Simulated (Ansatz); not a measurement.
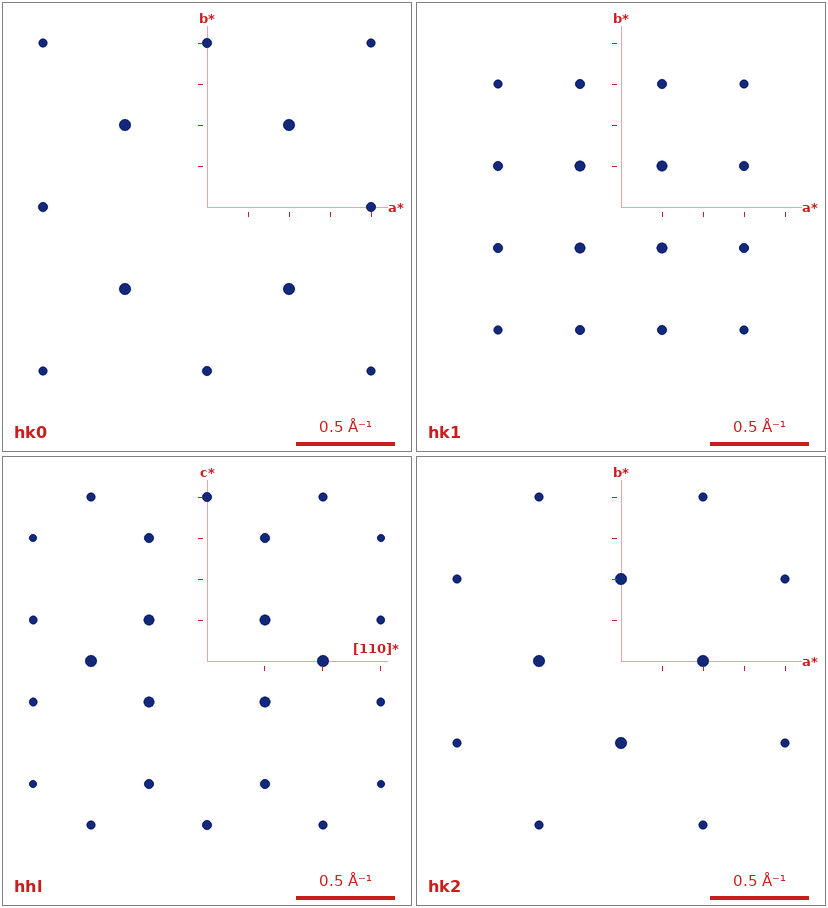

Four undistorted layers of reciprocal space, calculated for a single crystal (X-rays, kinematic |F|², B = 0.5 Å²). Tick marks count the reciprocal lattice steps of the conventional cell along each axis.

The compound is Fe. Structure: the end point of a relaxation with DFT, LDA (PW92), plane waves (420 eV) with PAW, scalar-relativistic in Ansatz; the starting structure was generated, so it need not be a known form of this composition.

What cell do the layers give?

Answer. a* = 0.210, b* = 0.210, c* = 0.210 Å⁻¹; the cell is cubic with a = 4.75 Å.

List the systematic absences.

Answer. Reflections are present only under these conditions. hkl: h + k = 2n, h + l = 2n; hk0: h = 2n, h + k = 4n; hhl: h + l = 2n; h00: h = 4n. The lattice is face-centred (F). Further gaps, such as 2 2 2, 4 4 2, come from atoms on special positions, not from the group's general conditions.

Which space groups fit?

Answer. The intensities have Laue symmetry m-3m (the hk0 layer shows 4mm, hk1 shows 4mm). With these conditions only Fd-3m (No. 227) fits.
